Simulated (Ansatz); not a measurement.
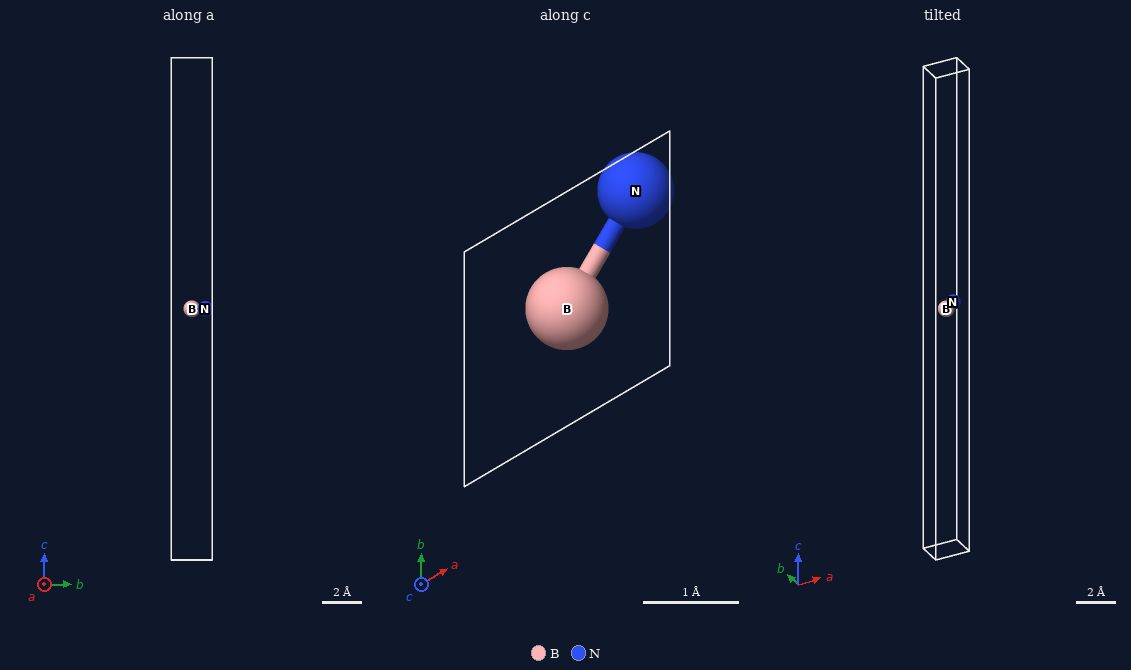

Ball-and-stick representation of a periodic structure, projected along the a axis, along the c axis and slightly off an axis. The simulation cell is drawn as a box.

Characterise what is shown.

Chemical formula BN. With Z = 1, the cell contains 1 B, 1 N. B is linked to three N in a trigonal planar arrangement at about 1.4 Å. Around each N lie three B in a trigonal planar arrangement at about 1.4 Å. The bonds build BN layers parallel to (001).

Provenance: a structure listed in the Materials Project, from which a slab or single sheet was cut. The cell was then strained or its atoms displaced on purpose. The atoms were relaxed in a fixed cell with DFT PBE+D3(BJ), scalar-relativistic, plane waves, PAW (Ansatz 0.2.0).
